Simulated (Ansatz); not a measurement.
# Residual resistivity of an alloy: Ru(0001) with 2 layers of random Ru-Ta, 2x2, part 2 of 2

How strongly does chemical disorder scatter in Ru(0001) with 2 layers of random Ru-Ta, 2x2?

Ansatz 0.2.0; Ansatz plane-wave DFT, PBE, PAW files; ballistic transport by layer matching (Landauer), zero bias; PAW set soft_1.

So far. Step 2 (With 2 alloy layers): Over the solved energies the transmission per spin lies between 3.29 and 3.51, out of 5.41 channels of the lead on average (up to 5.88).

### Step 3. With 6 alloy layers

System of this step: Ru(0001) with 6 layers of random Ru-Ta, 2x2. The cell holds 64 atoms: 58 Ru and 6 Ta. Cell: a = 5.412 Å, b = 5.412 Å, c = 34.255 Å, α = 90.0°, β = 90.0°, γ = 120.0°. It derives from Ru. Regions: lead, 40 atoms (40 Ru); scattering region, 24 atoms (18 Ru and 6 Ta). The structure is stacked along c, and the current runs across the ab planes.

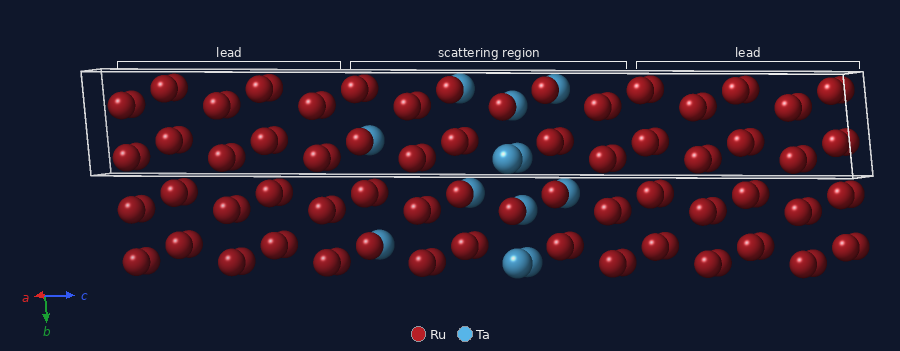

The cell of this step (ruthenium red, tantalum blue). 1×2×1 cells are drawn.

File input.yaml:

```yaml
crystal:
  lattice:
    - [5.4116, 0.0, 0.0]
    - [-2.7058, 4.6865830751, 0.0]
    - [0.0, 0.0, 34.2552]
  atoms:
    - { symbol: Ru, position: [0.1666666667, 0.3333333333, 0.03125] }
    - { symbol: Ru, position: [0.1666666667, 0.8333333333, 0.03125] }
    - { symbol: Ru, position: [0.6666666667, 0.3333333333, 0.03125] }
    - { symbol: Ru, position: [0.6666666667, 0.8333333333, 0.03125] }
    - { symbol: Ru, position: [0.3333333333, 0.1666666667, 0.09375] }
    - { symbol: Ru, position: [0.3333333333, 0.6666666667, 0.09375] }
    - { symbol: Ru, position: [0.8333333333, 0.1666666667, 0.09375] }
    - { symbol: Ru, position: [0.8333333333, 0.6666666667, 0.09375] }
    - { symbol: Ru, position: [0.1666666667, 0.3333333333, 0.15625] }
    - { symbol: Ru, position: [0.1666666667, 0.8333333333, 0.15625] }
    - { symbol: Ru, position: [0.6666666667, 0.3333333333, 0.15625] }
    - { symbol: Ru, position: [0.6666666667, 0.8333333333, 0.15625] }
    - { symbol: Ru, position: [0.3333333333, 0.1666666667, 0.21875] }
    - { symbol: Ru, position: [0.3333333333, 0.6666666667, 0.21875] }
    - { symbol: Ru, position: [0.8333333333, 0.1666666667, 0.21875] }
    - { symbol: Ru, position: [0.8333333333, 0.6666666667, 0.21875] }
    - { symbol: Ru, position: [0.1666666667, 0.3333333333, 0.28125] }
    - { symbol: Ru, position: [0.1666666667, 0.8333333333, 0.28125] }
    - { symbol: Ru, position: [0.6666666667, 0.3333333333, 0.28125] }
    - { symbol: Ru, position: [0.6666666667, 0.8333333333, 0.28125] }
    - { symbol: Ru, position: [0.3333333333, 0.1666666667, 0.34375] }
    - { symbol: Ta, position: [0.3333333333, 0.6666666667, 0.34375] }
    - { symbol: Ru, position: [0.8333333333, 0.1666666667, 0.34375] }
    - { symbol: Ru, position: [0.8333333333, 0.6666666667, 0.34375] }
    - { symbol: Ru, position: [0.1666666667, 0.3333333333, 0.40625] }
    - { symbol: Ru, position: [0.1666666667, 0.8333333333, 0.40625] }
    - { symbol: Ru, position: [0.6666666667, 0.3333333333, 0.40625] }
    - { symbol: Ru, position: [0.6666666667, 0.8333333333, 0.40625] }
    - { symbol: Ta, position: [0.3333333333, 0.1666666667, 0.46875] }
    - { symbol: Ru, position: [0.3333333333, 0.6666666667, 0.46875] }
    - { symbol: Ru, position: [0.8333333333, 0.1666666667, 0.46875] }
    - { symbol: Ru, position: [0.8333333333, 0.6666666667, 0.46875] }
    - { symbol: Ta, position: [0.1666666667, 0.3333333333, 0.53125] }
    - { symbol: Ta, position: [0.1666666667, 0.8333333333, 0.53125] }
    - { symbol: Ru, position: [0.6666666667, 0.3333333333, 0.53125] }
    - { symbol: Ta, position: [0.6666666667, 0.8333333333, 0.53125] }
    - { symbol: Ta, position: [0.3333333333, 0.1666666667, 0.59375] }
    - { symbol: Ru, position: [0.3333333333, 0.6666666667, 0.59375] }
    - { symbol: Ru, position: [0.8333333333, 0.1666666667, 0.59375] }
    - { symbol: Ru, position: [0.8333333333, 0.6666666667, 0.59375] }
    - { symbol: Ru, position: [0.1666666667, 0.3333333333, 0.65625] }
    - { symbol: Ru, position: [0.1666666667, 0.8333333333, 0.65625] }
    - { symbol: Ru, position: [0.6666666667, 0.3333333333, 0.65625] }
    - { symbol: Ru, position: [0.6666666667, 0.8333333333, 0.65625] }
    - { symbol: Ru, position: [0.3333333333, 0.1666666667, 0.71875] }
    - { symbol: Ru, position: [0.3333333333, 0.6666666667, 0.71875] }
    - { symbol: Ru, position: [0.8333333333, 0.1666666667, 0.71875] }
    - { symbol: Ru, position: [0.8333333333, 0.6666666667, 0.71875] }
    - { symbol: Ru, position: [0.1666666667, 0.3333333333, 0.78125] }
    - { symbol: Ru, position: [0.1666666667, 0.8333333333, 0.78125] }
    - { symbol: Ru, position: [0.6666666667, 0.3333333333, 0.78125] }
    - { symbol: Ru, position: [0.6666666667, 0.8333333333, 0.78125] }
    - { symbol: Ru, position: [0.3333333333, 0.1666666667, 0.84375] }
    - { symbol: Ru, position: [0.3333333333, 0.6666666667, 0.84375] }
    - { symbol: Ru, position: [0.8333333333, 0.1666666667, 0.84375] }
    - { symbol: Ru, position: [0.8333333333, 0.6666666667, 0.84375] }
    - { symbol: Ru, position: [0.1666666667, 0.3333333333, 0.90625] }
    - { symbol: Ru, position: [0.1666666667, 0.8333333333, 0.90625] }
    - { symbol: Ru, position: [0.6666666667, 0.3333333333, 0.90625] }
    - { symbol: Ru, position: [0.6666666667, 0.8333333333, 0.90625] }
    - { symbol: Ru, position: [0.3333333333, 0.1666666667, 0.96875] }
    - { symbol: Ru, position: [0.3333333333, 0.6666666667, 0.96875] }
    - { symbol: Ru, position: [0.8333333333, 0.1666666667, 0.96875] }
    - { symbol: Ru, position: [0.8333333333, 0.6666666667, 0.96875] }
kpoints:
  mp_grid: { grid: [5, 5, 1] }
hamiltonian:
  xc: pbe
  pseudopotentials: { kind: paw, azcp: { folder: soft_1 } }
scf:
  occupations: { method: fermi_dirac, width: 0.1 }
output:
  transmission:
    leads: [[0, 8]]
    kmesh: [10, 10]
    e_range: [-0.05, 0.05]
    de: 0.05
  write_potential: true
  write_density: true
  volumetric_format: npy
```

Started as:

```
> ansatz run input.yaml --threads 4 --pin off --max-ram 15360MiB --backend cpu --events-out ev --progress --plain --runs-dir out
```

Numbers of over 12 decimals in the logs are rounded to 6 here.

Output:

```text
[...]
Crystal: 64 atoms, lattice volume = 868.777 Å³
Basis set: ecut = 420 eV, 16909 PW (Γ)
Bands: 604, of which v1, the nominal top of the filled ones, is band 503 counted from 1 (502 counted from 0)
Symmetry: 2 space group operations
[...]
k-points: 9 of 25 (time reversal used)
[...]
SCF iter   1: F=—  HF=-400688.688887 eV  |F-HF|=—  |Δ(HF+E_count)|=         —  Δρ=1.92e-1  dr2=4.57e3  ethr=3.10e-3  ⟨swp⟩=5.0  Hψ=17904  notcnv=0  defer=2
[...]
SCF iter  11: F=-400564.819217 eV  HF=-400564.819217 eV  |F-HF|=2.54e-8  |Δ(HF+E_count)|=   1.17e-8  Δρ=5.16e-7  dr2=2.62e-8  ethr=9.94e-12  ⟨swp⟩=8.2  Hψ=14148  notcnv=0
SCF 1 converged in 11 iterations: F = -400564.819217 eV  dr2 = 2.62e-8
[...]
transmission: 197 of 1953 steps passed
transmission: 392 of 1953 steps passed
[...]
transmission: 1953 of 1953 steps passed
SCF converged after 11 iterations
Free energy (F): -400564.819217 eV
[...]
Internal energy: -400562.877755 eV  (E = F + TS)
E sigma→0 (E₀):  -400563.848486 eV
Entropy (-TS):   -1.941462 eV (-30.335 meV/atom)
Fermi energy:    23.561456 eV
[...]
--- Band table (eV; the first three rows and the last of 9) ---
  k-point 0: bands = [... 499 lower, 24.3998, 24.4229, 24.4461, 24.4931, 24.4972, 24.5122, 24.5247, 24.5483, ... 97 higher]
  k-point 1: bands = [... 499 lower, 23.7769, 23.8396, 23.8930, 23.9187, 23.9540, 23.9815, 24.0202, 24.0920, ... 97 higher]
  k-point 2: bands = [... 499 lower, 23.2168, 23.2696, 23.3131, 23.3256, 23.3737, 23.4372, 23.4505, 23.4938, ... 97 higher]
  k-point 8: bands = [... 499 lower, 23.1073, 23.2033, 23.2383, 23.3079, 23.3197, 23.3441, 23.4531, 23.5285, ... 97 higher]
--- Transmission ---
  basis      : 223 plane waves across, 63 finite elements along
  points     : 31, standing for a mesh of 10 x 10
[...]
channels       : 5.280000e0 a spin
[...]
junction   : crystal 0 to crystal 0, -0.70 to 29.28 Å
    transmission   : 2.306449e0 a spin
[...]
```

Elapsed: 6.6 min, on 4 threads of Intel Xeon Platinum 8375C at 2.90GHz (Ice Lake), shared host; peak memory 9 GiB.

This step gave:

```
free energy                                   : -400564.8192 eV
energy at zero smearing                       : -400563.8485 eV
Fermi energy                                  : 23.56 eV
transmission per spin nearest the Fermi level : 2.306
step of the lead's potential                  : 8.8 meV
```

Per spin. Transmission, zone mean against energy, zero at the Fermi level:

| energy (eV) | transmission, zone mean |
| --- | --- |
| -0.0500 | 2.31 |
| 0.0000 | 2.31 |
| 0.0500 | 2.33 |

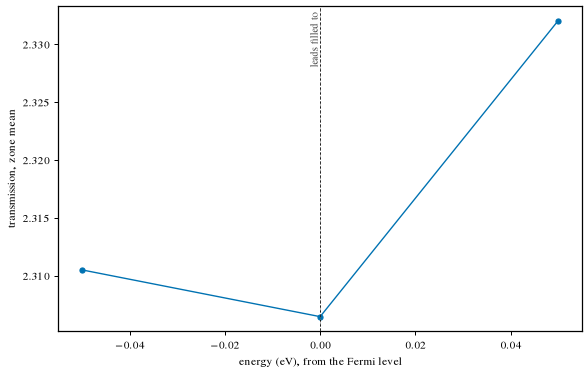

Transmission, zone mean, plotted against energy.

Over the solved energies the transmission per spin lies between 2.31 and 2.33, out of 5.46 channels of the lead on average (up to 5.94).

### Step 4. With 10 alloy layers

System of this step: Ru(0001) with 10 layers of random Ru-Ta, 2x2. The cell holds 80 atoms: 70 Ru and 10 Ta. Cell: a = 5.412 Å, b = 5.412 Å, c = 42.819 Å, α = 90.0°, β = 90.0°, γ = 120.0°. It derives from Ru. Regions: lead, 40 atoms (40 Ru); scattering region, 40 atoms (30 Ru and 10 Ta). The structure is stacked along c, and the current runs across the ab planes.

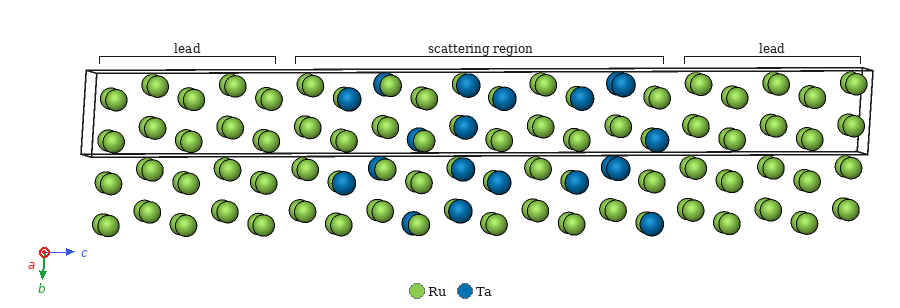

The cell of this step (ruthenium green, tantalum blue). 1×2×1 cells are drawn.

File input.yaml:

```yaml
crystal:
  lattice:
    - [5.4116, 0.0, 0.0]
    - [-2.7058, 4.6865830751, 0.0]
    - [0.0, 0.0, 42.819]
  atoms:
    - { symbol: Ru, position: [0.1666666667, 0.3333333333, 0.025] }
    - { symbol: Ru, position: [0.1666666667, 0.8333333333, 0.025] }
    - { symbol: Ru, position: [0.6666666667, 0.3333333333, 0.025] }
    - { symbol: Ru, position: [0.6666666667, 0.8333333333, 0.025] }
    - { symbol: Ru, position: [0.3333333333, 0.1666666667, 0.075] }
    - { symbol: Ru, position: [0.3333333333, 0.6666666667, 0.075] }
    - { symbol: Ru, position: [0.8333333333, 0.1666666667, 0.075] }
    - { symbol: Ru, position: [0.8333333333, 0.6666666667, 0.075] }
    - { symbol: Ru, position: [0.1666666667, 0.3333333333, 0.125] }
    - { symbol: Ru, position: [0.1666666667, 0.8333333333, 0.125] }
    - { symbol: Ru, position: [0.6666666667, 0.3333333333, 0.125] }
    - { symbol: Ru, position: [0.6666666667, 0.8333333333, 0.125] }
    - { symbol: Ru, position: [0.3333333333, 0.1666666667, 0.175] }
    - { symbol: Ru, position: [0.3333333333, 0.6666666667, 0.175] }
    - { symbol: Ru, position: [0.8333333333, 0.1666666667, 0.175] }
    - { symbol: Ru, position: [0.8333333333, 0.6666666667, 0.175] }
    - { symbol: Ru, position: [0.1666666667, 0.3333333333, 0.225] }
    - { symbol: Ru, position: [0.1666666667, 0.8333333333, 0.225] }
    - { symbol: Ru, position: [0.6666666667, 0.3333333333, 0.225] }
    - { symbol: Ru, position: [0.6666666667, 0.8333333333, 0.225] }
    - { symbol: Ru, position: [0.3333333333, 0.1666666667, 0.275] }
    - { symbol: Ru, position: [0.3333333333, 0.6666666667, 0.275] }
    - { symbol: Ru, position: [0.8333333333, 0.1666666667, 0.275] }
    - { symbol: Ru, position: [0.8333333333, 0.6666666667, 0.275] }
    - { symbol: Ru, position: [0.1666666667, 0.3333333333, 0.325] }
    - { symbol: Ru, position: [0.1666666667, 0.8333333333, 0.325] }
    - { symbol: Ta, position: [0.6666666667, 0.3333333333, 0.325] }
    - { symbol: Ru, position: [0.6666666667, 0.8333333333, 0.325] }
    - { symbol: Ta, position: [0.3333333333, 0.1666666667, 0.375] }
    - { symbol: Ru, position: [0.3333333333, 0.6666666667, 0.375] }
    - { symbol: Ru, position: [0.8333333333, 0.1666666667, 0.375] }
    - { symbol: Ru, position: [0.8333333333, 0.6666666667, 0.375] }
    - { symbol: Ru, position: [0.1666666667, 0.3333333333, 0.425] }
    - { symbol: Ta, position: [0.1666666667, 0.8333333333, 0.425] }
    - { symbol: Ru, position: [0.6666666667, 0.3333333333, 0.425] }
    - { symbol: Ru, position: [0.6666666667, 0.8333333333, 0.425] }
    - { symbol: Ru, position: [0.3333333333, 0.1666666667, 0.475] }
    - { symbol: Ru, position: [0.3333333333, 0.6666666667, 0.475] }
    - { symbol: Ta, position: [0.8333333333, 0.1666666667, 0.475] }
    - { symbol: Ta, position: [0.8333333333, 0.6666666667, 0.475] }
    - { symbol: Ru, position: [0.1666666667, 0.3333333333, 0.525] }
    - { symbol: Ru, position: [0.1666666667, 0.8333333333, 0.525] }
    - { symbol: Ta, position: [0.6666666667, 0.3333333333, 0.525] }
    - { symbol: Ru, position: [0.6666666667, 0.8333333333, 0.525] }
    - { symbol: Ru, position: [0.3333333333, 0.1666666667, 0.575] }
    - { symbol: Ru, position: [0.3333333333, 0.6666666667, 0.575] }
    - { symbol: Ru, position: [0.8333333333, 0.1666666667, 0.575] }
    - { symbol: Ru, position: [0.8333333333, 0.6666666667, 0.575] }
    - { symbol: Ru, position: [0.1666666667, 0.3333333333, 0.625] }
    - { symbol: Ru, position: [0.1666666667, 0.8333333333, 0.625] }
    - { symbol: Ta, position: [0.6666666667, 0.3333333333, 0.625] }
    - { symbol: Ru, position: [0.6666666667, 0.8333333333, 0.625] }
    - { symbol: Ta, position: [0.3333333333, 0.1666666667, 0.675] }
    - { symbol: Ru, position: [0.3333333333, 0.6666666667, 0.675] }
    - { symbol: Ta, position: [0.8333333333, 0.1666666667, 0.675] }
    - { symbol: Ru, position: [0.8333333333, 0.6666666667, 0.675] }
    - { symbol: Ru, position: [0.1666666667, 0.3333333333, 0.725] }
    - { symbol: Ru, position: [0.1666666667, 0.8333333333, 0.725] }
    - { symbol: Ru, position: [0.6666666667, 0.3333333333, 0.725] }
    - { symbol: Ta, position: [0.6666666667, 0.8333333333, 0.725] }
    - { symbol: Ru, position: [0.3333333333, 0.1666666667, 0.775] }
    - { symbol: Ru, position: [0.3333333333, 0.6666666667, 0.775] }
    - { symbol: Ru, position: [0.8333333333, 0.1666666667, 0.775] }
    - { symbol: Ru, position: [0.8333333333, 0.6666666667, 0.775] }
    - { symbol: Ru, position: [0.1666666667, 0.3333333333, 0.825] }
    - { symbol: Ru, position: [0.1666666667, 0.8333333333, 0.825] }
    - { symbol: Ru, position: [0.6666666667, 0.3333333333, 0.825] }
    - { symbol: Ru, position: [0.6666666667, 0.8333333333, 0.825] }
    - { symbol: Ru, position: [0.3333333333, 0.1666666667, 0.875] }
    - { symbol: Ru, position: [0.3333333333, 0.6666666667, 0.875] }
    - { symbol: Ru, position: [0.8333333333, 0.1666666667, 0.875] }
    - { symbol: Ru, position: [0.8333333333, 0.6666666667, 0.875] }
    - { symbol: Ru, position: [0.1666666667, 0.3333333333, 0.925] }
    - { symbol: Ru, position: [0.1666666667, 0.8333333333, 0.925] }
    - { symbol: Ru, position: [0.6666666667, 0.3333333333, 0.925] }
    - { symbol: Ru, position: [0.6666666667, 0.8333333333, 0.925] }
    - { symbol: Ru, position: [0.3333333333, 0.1666666667, 0.975] }
    - { symbol: Ru, position: [0.3333333333, 0.6666666667, 0.975] }
    - { symbol: Ru, position: [0.8333333333, 0.1666666667, 0.975] }
    - { symbol: Ru, position: [0.8333333333, 0.6666666667, 0.975] }
kpoints:
  mp_grid: { grid: [5, 5, 1] }
hamiltonian:
  xc: pbe
  pseudopotentials: { kind: paw, azcp: { folder: soft_1 } }
scf:
  occupations: { method: fermi_dirac, width: 0.1 }
output:
  transmission:
    leads: [[0, 8]]
    kmesh: [10, 10]
    e_range: [-0.05, 0.05]
    de: 0.05
  write_potential: true
  write_density: true
  volumetric_format: npy
```

Output:

```text
[...]
Crystal: 80 atoms, lattice volume = 1085.972 Å³
Basis set: ecut = 420 eV, 21185 PW (Γ)
Bands: 750, of which v1, the nominal top of the filled ones, is band 625 counted from 1 (624 counted from 0)
Symmetry: 1 space group operations
[...]
k-points: 13 of 25 (time reversal used)
[...]
SCF iter   1: F=—  HF=-510999.292544 eV  |F-HF|=—  |Δ(HF+E_count)|=         —  Δρ=2.01e-1  dr2=6.51e3  ethr=3.10e-3  ⟨swp⟩=5.0  Hψ=30930  notcnv=0
[...]
SCF iter  12: F=-510843.679095 eV  HF=-510843.679095 eV  |F-HF|=1.26e-8  |Δ(HF+E_count)|=   1.92e-9  Δρ=1.88e-7  dr2=1.25e-8  ethr=4.72e-12  ⟨swp⟩=1.0  Hψ=19304  notcnv=0
SCF 1 converged in 12 iterations: F = -510843.679095 eV  dr2 = 1.25e-8
[...]
transmission: 417 of 4160 steps passed
transmission: 832 of 4160 steps passed
[...]
transmission: 4160 of 4160 steps passed
SCF converged after 12 iterations
Free energy (F): -510843.679095 eV
[...]
Internal energy: -510841.327434 eV  (E = F + TS)
E sigma→0 (E₀):  -510842.503264 eV
Entropy (-TS):   -2.351661 eV (-29.396 meV/atom)
Fermi energy:    23.614988 eV
[...]
--- Band table (eV; the first three rows and the last of 13) ---
  k-point 0: bands = [... 621 lower, 24.4220, 24.4465, 24.5024, 24.5346, 24.5554, 24.5871, 24.5915, 24.6162, ... 121 higher]
  k-point 1: bands = [... 621 lower, 23.9136, 23.9288, 23.9680, 24.0078, 24.0381, 24.0656, 24.1128, 24.1283, ... 121 higher]
  k-point 2: bands = [... 621 lower, 23.2891, 23.3170, 23.3360, 23.3755, 23.3814, 23.3957, 23.4478, 23.4759, ... 121 higher]
  k-point 12: bands = [... 621 lower, 23.4156, 23.4466, 23.4660, 23.5467, 23.5590, 23.6037, 23.6275, 23.6444, ... 121 higher]
--- Transmission ---
  basis      : 223 plane waves across, 80 finite elements along
  points     : 52, standing for a mesh of 10 x 10
[...]
channels       : 5.280000e0 a spin
[...]
junction   : crystal 0 to crystal 0, 1.44 to 39.98 Å
    transmission   : 1.747509e0 a spin
[...]
```

The job ended after 23 min (4 threads; peak memory 8.4 GiB; 83 min of CPU time).

Numbers from this step:

- free energy: -510843.6791 eV
- energy at zero smearing: -510842.5033 eV
- Fermi energy: 23.61 eV
- transmission per spin nearest the Fermi level: 1.748
- step of the lead's potential: 8.3 meV

Per spin. Transmission, zone mean against energy, zero at the Fermi level:

| energy (eV) | transmission, zone mean |
| --- | --- |
| -0.0500 | 1.74 |
| 0.0000 | 1.75 |
| 0.0500 | 1.81 |

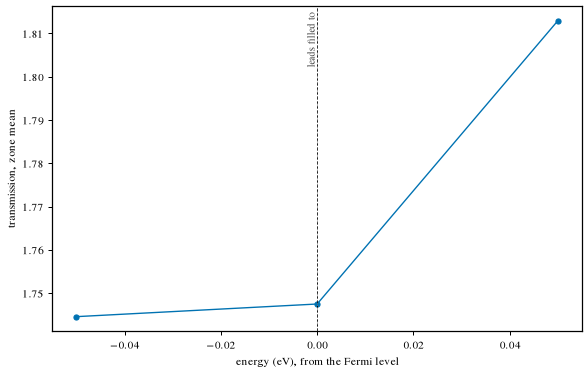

Transmission, zone mean, plotted against energy.

Over the solved energies the transmission per spin lies between 1.74 and 1.81, out of 5.5 channels of the lead on average (up to 6.06).

### Step 5. The fit

This step: Ansatz plane-wave DFT, PBE, PAW files; ballistic transport by layer matching (Landauer), zero bias; residual resistivity from the slope of the area resistance, atoms on the host's lattice; PAW set soft_1 (Ansatz 0.2.0).

This step gave:

| Item | Value |
| --- | --- |
| resistivity | 52.23 µΩ cm |
| intercept | 0.1394 fΩ m² |
| scatter about the fit | 0.002353 fΩ m² |

Resistance, by row:

| run | length (Å) | T | channels N | RA (fΩ m²) |
| --- | --- | --- | --- | --- |
| n2 | 4.282 | 3.388 | 5.413 | 0.3614 |
| n6 | 12.85 | 2.316 | 5.46 | 0.8136 |
| n10 | 21.41 | 1.768 | 5.5 | 1.256 |

The area resistance by length of the alloy:

| length of the alloy (Å) | area resistance (fΩ m²) |
| --- | --- |
| 4.28 | 0.361 |
| 12.85 | 0.814 |
| 21.41 | 1.26 |

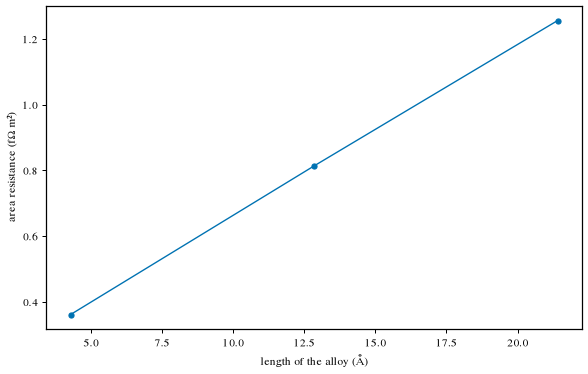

Area resistance, plotted against length of the alloy.

The area resistance goes from 0.36 to 1.3 fΩ m² between 4.3 and 21.4 Å, a slope of 52 µΩ cm.

By hand from the end points: (1.256 − 0.3614) fΩ m² / (21.41 − 4.28) Å = 52 µΩ cm, since 1 fΩ m² per Å is 1000 µΩ cm.

### Step 6. Outcome

| Item | Value |
| --- | --- |
| resistivity from the slope | 52.2 µΩ cm |
| area resistance over 4.28 Å | 0.361 fΩ m² |
| area resistance over 12.8 Å | 0.814 fΩ m² |
| area resistance over 21.4 Å | 1.26 fΩ m² |

**Reading.** The slope gives 52 µΩ cm. The points scatter by 0.0024 fΩ m² about the line, with one random draw a length in a 2x2 cell, so the slope is a rough value. The lead's own channel count moves between the runs (5.41, 5.46 and 5.5), which shifts RA and the slope too. Read with a model of isotropic scattering on a spherical Fermi surface and the lead's 1.7×10¹⁵ S/m², this slope means a mean free path near 8.8 Å; over these lengths the model's slope is within 3 % of its bulk resistivity. The draw over the shortest length came out nearly ordered, with 8 symmetry operations, so that point is a poor sample of a random alloy. The atoms sit on the host's lattice, so scattering by size misfit is left out. Spin-orbit coupling is left out, which matters for Ta.

[Logs are printed without paths, hosts, clocks, repeated set-up lines and the standing remarks that a program may print on its own settings, such as how far it seeks lower states.]

[Hosts, paths, dates, database ids (printed as entryN), source tags and the programs' standing remarks are cut or masked in the printed files.]
